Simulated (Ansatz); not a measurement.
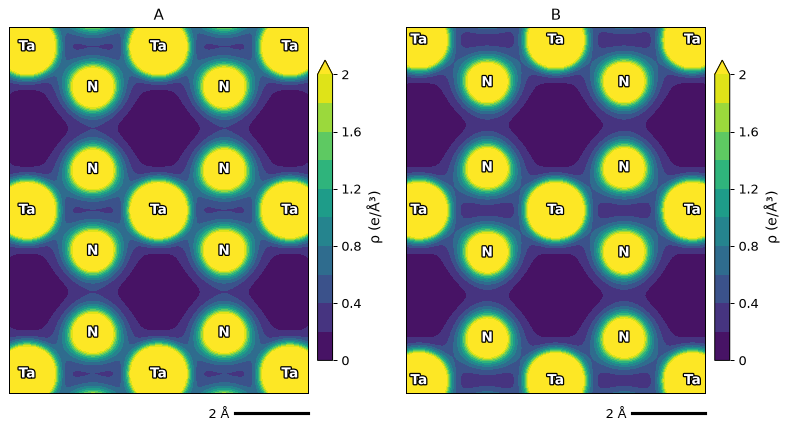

TaN. The valence electron density of two cells that differ in size, on the (010) plane of each (indices in the axes of the calculation cell), at one length scale and on one colour scale; one has 14.4 and the other 16.2 Å³ an atom.

The calculation used Kohn-Sham DFT of a periodic cell, PBE, Ansatz PAW (Ansatz 0.2.0).

The density is the valence pseudo-density of a PAW calculation; it isn't the true density close to the nuclei.

The larger cell:

```yaml
crystal:
  lattice:
    - [3.73488, 0.00000, 0.00000]
    - [0.00000, 3.73488, 0.00000]
    - [0.00000, 0.00000, 4.64994]
  atoms:
    - { symbol: Ta, position: [0.00000, 0.50000, 0.00000] }
    - { symbol: Ta, position: [0.50000, 0.00000, 0.50000] }
    - { symbol: N, position: [0.00000, 0.00000, 0.25000] }
    - { symbol: N, position: [0.00000, 0.00000, 0.75000] }
```

The smaller cell: a = 3.588 Å, b = 3.588 Å, c = 4.467 Å, α = 90.00°, β = 90.00°, γ = 90.00°.

Which panel shows the smaller cell, and what does the compression change?

Answer. Panel A is the smaller cell, by 11 % in volume. From the larger cell to the smaller, Ta–N goes from 2.20 to 2.11 Å, and the density at its midpoint from 0.6 to 0.71 e/Å³; the pressure goes from −27 to −9 GPa.
